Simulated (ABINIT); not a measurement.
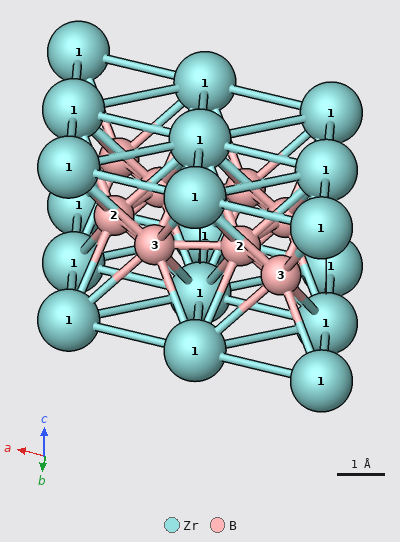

**Figure 1.** The starting structure (ball-and-stick view of the cell of the calculation, repeated 2 × 2 × 1, seen at an oblique angle; atoms are numbered from 1 in the order of the input).

Run report: ZrB$_{2}$, geometry relaxation (part 1 of 3)

- system: ZrB$_{2}$ (P6/mmm, 3 atoms in the cell)
- method: Kohn-Sham DFT of a periodic cell, LDA-PZ, JTH PAW LDA v2.0, no spin polarisation (ABINIT 10.8.3)

The structure derives from an entry of the Crystallography Open Database.

### Log
```
.Version 10.8.3 of ABINIT
 Symmetries : space group P6/m m m (#191); Bravais hP (primitive hexag.)
================================================================================
 Values of the parameters that define the memory need of the present run
     intxc =       0    ionmov =       2      iscf =      17    lmnmax =      18
     lnmax =       6     mgfft =      30  mpssoang =       3    mqgrid =    3001
     natom =       3  nloc_mem =       2    nspden =       1   nspinor =       1
    nsppol =       1      nsym =      24    n1xccc =       1    ntypat =       2
    occopt =       3   xclevel =       1
       mpw =         898          nfft =       21870          nkpt =          70
 PAW method is used; the additional fine FFT grid is defined by:
   mgfftf=        40    nfftf =     51840
================================================================================
================================================================================

--------------------------------------------------------------------------------
------------- Echo of variables that govern the present computation ------------
--------------------------------------------------------------------------------
 -outvars: echo values of preprocessed input variables --------
            acell      1.8897261259E+00  1.8897261259E+00  1.8897261259E+00 Bohr
              amu      9.12240000E+01  1.08110000E+01
          chkprim           0
      chksymtnons           0
          dilatmx      1.08000000E+00
             ecut      1.70000000E+01 Hartree
           ecutsm      5.00000000E-01 Hartree
           enunit           1
           ionmov           2
                       outvar_i_n : Printing only first  50 k-points.
              ixc           2
                       outvar_i_n : Printing only first  50 k-points.
         kptrlatt       10    0    0      0   10    0      0    0    8
          kptrlen      5.34112192E+01
            natom           3
            nband          13
            ngfft          27      27      30
          ngfftdg          36      36      40
             nkpt          70
            nstep         100
             nsym          24
            ntime          60
           ntypat           2
                       prtocc : prtvol=0, do not print more k-points.
           occopt           3
          optcell           2
        pawecutdg      3.40000000E+01 Hartree
           prtden           0
        prtebands           0
           prteig           0
            prtwf           0
            rprim      3.1700000000E+00  0.0000000000E+00  0.0000000000E+00
                      -1.5850000000E+00  2.7453005300E+00  0.0000000000E+00
                       0.0000000000E+00  0.0000000000E+00  3.5330000000E+00
          spgroup         191
        strtarget     -1.69946500E-04 -1.69946500E-04 -1.69946500E-04
                       0.00000000E+00  0.00000000E+00  0.00000000E+00
           tolmxf      1.00000000E-04
           tolsym      1.00000000E-06
           tolvrs      1.00000000E-09
           tsmear      1.83747000E-03 Hartree
            typat      1  2  2
           useylm           1
                       outvars : Printing only first  50 k-points.
           xangst      0.0000000000E+00  0.0000000000E+00  0.0000000000E+00
                       1.5850000000E+00  9.1510017667E-01  1.7665000000E+00
                      -5.8094647989E-17  1.8302003533E+00  1.7665000000E+00
            xcart      0.0000000000E+00  0.0000000000E+00  0.0000000000E+00
                       2.9952159096E+00  1.7292887117E+00  3.3382012014E+00
                      -1.0978297408E-16  3.4585774233E+00  3.3382012014E+00
             xred      0.0000000000E+00  0.0000000000E+00  0.0000000000E+00
                       6.6666666667E-01  3.3333333333E-01  5.0000000000E-01
                       3.3333333333E-01  6.6666666667E-01  5.0000000000E-01
            znucl       40.00000    5.00000

================================================================================

 chkinp: Checking input parameters for consistency.

================================================================================
== DATASET  1 ==================================================================

--- !DatasetInfo
iteration_state: {dtset: 1, }
dimensions: {natom: 3, nkpt: 70, mband: 13, nsppol: 1, nspinor: 1, nspden: 1, mpw: 898, }
cutoff_energies: {ecut:  17.0, pawecutdg:  34.0, }
electrons: {nelect:   1.80000000E+01, charge:   0.00000000E+00, occopt:   3.00000000E+00, tsmear:   1.83747000E-03, }
meta: {optdriver: 0, ionmov: 2, optcell: 2, iscf: 17, paral_kgb: 0, }
...

 Exchange-correlation functional for the present dataset will be:
  LDA: Perdew-Zunger-Ceperley-Alder - ixc=2
  J.P.Perdew and A.Zunger, PRB 23, 5048 (1981)

 Real(R)+Recip(G) space primitive vectors, cartesian coordinates (Bohr,Bohr^-1):
 R(1)=  5.9904318  0.0000000  0.0000000  G(1)=  0.1669329  0.0963787  0.0000000
 R(2)= -2.9952159  5.1878661  0.0000000  G(2)=  0.0000000  0.1927575  0.0000000
 R(3)=  0.0000000  0.0000000  6.6764024  G(3)=  0.0000000  0.0000000  0.1497813
 Unit cell volume ucvol=  2.0748629E+02 bohr^3
 Angles (23,13,12)=  9.00000000E+01  9.00000000E+01  1.20000000E+02 degrees

 Coarse grid specifications (used for wave-functions):

 getcut: wavevector=  0.0000  0.0000  0.0000  ngfft=  27  27  30
         ecut(hartree)=     19.829   => boxcut(ratio)=   2.16735

 Fine grid specifications (used for densities):

 getcut: wavevector=  0.0000  0.0000  0.0000  ngfft=  36  36  40
         ecut(hartree)=     39.658   => boxcut(ratio)=   2.11344

--- Pseudopotential description ------------------------------------------------
- pspini: atom type   1  psp file is ./Zr.LDA_PW-JTH.xml
 Pseudopotential format is: paw10
 basis_size (lnmax)=  6 (lmn_size= 18), orbitals=   0   0   1   1   2   2
 Spheres core radius: rc_sph= 2.22030268
 Shapefunction is BESSEL type: shapef(r,l)=aa(1,l)*jl(q(1,l)*r)+aa(2,l)*jl(q(2,l)*r)
 Radius for shape functions =  2.22030268
 Compensation charge density is not taken into account in XC energy/potential

- pspini: atom type   2  psp file is ./B.LDA_PW-JTH.xml
 Pseudopotential format is: paw10
 basis_size (lnmax)=  4 (lmn_size=  8), orbitals=   0   0   1   1
 Spheres core radius: rc_sph= 1.70616958
 Shapefunction is SIN type: shapef(r)=[sin(pi*r/rshp)/(pi*r/rshp)]**2
 Radius for shape functions =  1.40269776
 Compensation charge density is not taken into account in XC energy/potential

   4.23419888E+02                                ecore*ucvol(ha*bohr**3)
--------------------------------------------------------------------------------

================================================================================

=== [ionmov= 2] Broyden-Fletcher-Goldfarb-Shanno method (forces)
================================================================================

--- Iteration: ( 1/60) Internal Cycle: (1/1)
--------------------------------------------------------------------------------

---SELF-CONSISTENT-FIELD CONVERGENCE--------------------------------------------

--- !BeginCycle
iteration_state: {dtset: 1, itime: 1, icycle: 1, }
solver: {iscf: 17, nstep: 100, nline: 4, wfoptalg: 10, }
tolerances: {tolvrs: 1.00E-09, }
...

     iter   Etot(hartree)      deltaE(h)  residm     nres2
 ETOT  1  -53.531631256816    -5.353E+01 2.943E-01 1.398E+01
 ETOT  2  -53.555234812201    -2.360E-02 3.050E-02 9.341E-01
 ETOT  3  -53.554993189250     2.416E-04 7.937E-03 1.680E-01
 ETOT  4  -53.554932683886     6.051E-05 2.952E-03 4.362E-04
 ETOT  5  -53.554933124627    -4.407E-07 1.594E-03 5.562E-05
 ETOT  6  -53.554933135132    -1.051E-08 2.029E-03 2.405E-06
 ETOT  7  -53.554933119849     1.528E-08 9.973E-04 1.290E-07
 ETOT  8  -53.554933120194    -3.449E-10 1.022E-03 3.859E-08
 ETOT  9  -53.554933120069     1.254E-10 3.154E-04 3.429E-09
 ETOT 10  -53.554933120061     8.257E-12 3.876E-04 9.856E-11

 At SCF step   10       nres2   =  9.86E-11 < tolvrs=  1.00E-09 =>converged.

 Cartesian components of stress tensor (hartree/bohr^3)
  sigma(1 1)=  2.99391551E-04  sigma(3 2)=  0.00000000E+00
  sigma(2 2)=  2.99391551E-04  sigma(3 1)=  0.00000000E+00
  sigma(3 3)=  2.70500981E-04  sigma(2 1)=  0.00000000E+00

--- !ResultsGS
iteration_state: {dtset: 1, itime: 1, icycle: 1, }
comment   : Summary of ground state results
lattice_vectors:
- [  5.9904318,   0.0000000,   0.0000000, ]
- [ -2.9952159,   5.1878661,   0.0000000, ]
- [  0.0000000,   0.0000000,   6.6764024, ]
lattice_lengths: [   5.99043,    5.99043,    6.67640, ]
lattice_angles: [ 90.000,  90.000, 120.000, ] # degrees, (23, 13, 12)
lattice_volume:   2.0748629E+02
convergence: {deltae:  8.257E-12, res2:  9.856E-11, residm:  3.876E-04, diffor: null, }
etotal    :  -5.35549331E+01
entropy   :   0.00000000E+00
fermie    :   4.49447068E-01
cartesian_stress_tensor: # hartree/bohr^3
- [  2.99391551E-04,   0.00000000E+00,   0.00000000E+00, ]
- [  0.00000000E+00,   2.99391551E-04,   0.00000000E+00, ]
- [  0.00000000E+00,   0.00000000E+00,   2.70500981E-04, ]
pressure_GPa:  -8.5251E+00
xred      :
- [  0.0000E+00,   0.0000E+00,   0.0000E+00, Zr]
- [  6.6667E-01,   3.3333E-01,   5.0000E-01,  B]
- [  3.3333E-01,   6.6667E-01,   5.0000E-01,  B]
cartesian_forces: # hartree/bohr
- [  2.34109899E-31,   1.35163413E-31,  -0.00000000E+00, ]
- [  2.34109899E-31,   1.35163413E-31,  -0.00000000E+00, ]
- [ -4.68219798E-31,  -2.70326826E-31,  -0.00000000E+00, ]
force_length_stats: {min:   2.70326826E-31, max:   5.40653652E-31, mean:   3.60435768E-31, }
...

 Integrated electronic density in atomic spheres:
 ------------------------------------------------
 Atom  Sphere_radius  Integrated_density
    1        2.22030          9.13393688
    2        1.70617          1.81928013
    3        1.70617          1.81928013

---OUTPUT-----------------------------------------------------------------------

 Cartesian coordinates (xcart) [bohr]
  0.00000000000000E+00  0.00000000000000E+00  0.00000000000000E+00
  2.99521590956383E+00  1.72928871166983E+00  3.33820120141610E+00
 -1.09782974079888E-16  3.45857742333965E+00  3.33820120141610E+00
 Reduced coordinates (xred)
  0.00000000000000E+00  0.00000000000000E+00  0.00000000000000E+00
  6.66666666666666E-01  3.33333333333333E-01  5.00000000000000E-01
  3.33333333333333E-01  6.66666666666666E-01  5.00000000000000E-01
 Cartesian forces (fcart) [Ha/bohr]; max,rms= 4.68220E-31 2.20721E-31 (free atoms)
  2.34109898819247E-31  1.35163413103084E-31 -0.00000000000000E+00
  2.34109898819247E-31  1.35163413103084E-31 -0.00000000000000E+00
 -4.68219797638494E-31 -2.70326826206169E-31 -0.00000000000000E+00
 Gradient of E wrt nuclear positions in reduced coordinates (gred)
 -1.40241938705958E-30  1.06191183321075E-46 -0.00000000000000E+00
 -1.40241938705958E-30  1.06191183321075E-46 -0.00000000000000E+00
  2.80483877411915E-30 -3.72200586015477E-47  0.00000000000000E+00
 Scale of Primitive Cell (acell) [bohr]
  1.88972612590778E+00  1.88972612590778E+00  1.88972612590778E+00
 Real space primitive translations (rprimd) [bohr]
  5.99043181912767E+00  0.00000000000000E+00  0.00000000000000E+00
 -2.99521590956383E+00  5.18786613500948E+00  0.00000000000000E+00
  0.00000000000000E+00  0.00000000000000E+00  6.67640240283219E+00
 Unitary Cell Volume (ucvol) [Bohr^3]=  2.07486285365849E+02
 Angles (23,13,12)= [degrees]
  9.00000000000000E+01  9.00000000000000E+01  1.19999999999970E+02
 Lengths [Bohr]
  5.99043181912767E+00  5.99043181913312E+00  6.67640240283219E+00
 Stress tensor in cartesian coordinates (strten) [Ha/bohr^3]
  2.99391550558518E-04  0.00000000000000E+00  0.00000000000000E+00
  0.00000000000000E+00  2.99391550533939E-04  0.00000000000000E+00
  0.00000000000000E+00  0.00000000000000E+00  2.70500980861215E-04
 Total energy (etotal) [Ha]= -5.35549331200607E+01

--- Iteration: ( 2/60) Internal Cycle: (1/1)
--------------------------------------------------------------------------------

---SELF-CONSISTENT-FIELD CONVERGENCE--------------------------------------------

--- !BeginCycle
iteration_state: {dtset: 1, itime: 2, icycle: 1, }
solver: {iscf: 17, nstep: 100, nline: 4, wfoptalg: 10, }
tolerances: {tolvrs: 1.00E-09, }
...

     iter   Etot(hartree)      deltaE(h)  residm     nres2
 ETOT  1  -53.561403645780    -5.356E+01 1.602E+00 2.065E+00
 ETOT  2  -53.556126110334     5.278E-03 2.828E-03 1.302E-01
 ETOT  3  -53.555943602332     1.825E-04 9.418E-04 7.311E-03
 ETOT  4  -53.555952247111    -8.645E-06 4.370E-03 2.471E-04
 ETOT  5  -53.555952307430    -6.032E-08 2.878E-04 7.920E-06
 ETOT  6  -53.555952286603     2.083E-08 1.745E-04 7.251E-07
 ETOT  7  -53.555952285323     1.280E-09 7.837E-05 1.015E-08
 ETOT  8  -53.555952285370    -4.717E-11 4.453E-05 1.420E-09
 ETOT  9  -53.555952285364     5.585E-12 2.602E-05 1.947E-11

 At SCF step    9       nres2   =  1.95E-11 < tolvrs=  1.00E-09 =>converged.

 Cartesian components of stress tensor (hartree/bohr^3)
  sigma(1 1)= -6.39650420E-05  sigma(3 2)=  0.00000000E+00
  sigma(2 2)= -6.39650420E-05  sigma(3 1)=  0.00000000E+00
  sigma(3 3)= -5.42046130E-05  sigma(2 1)=  0.00000000E+00
```
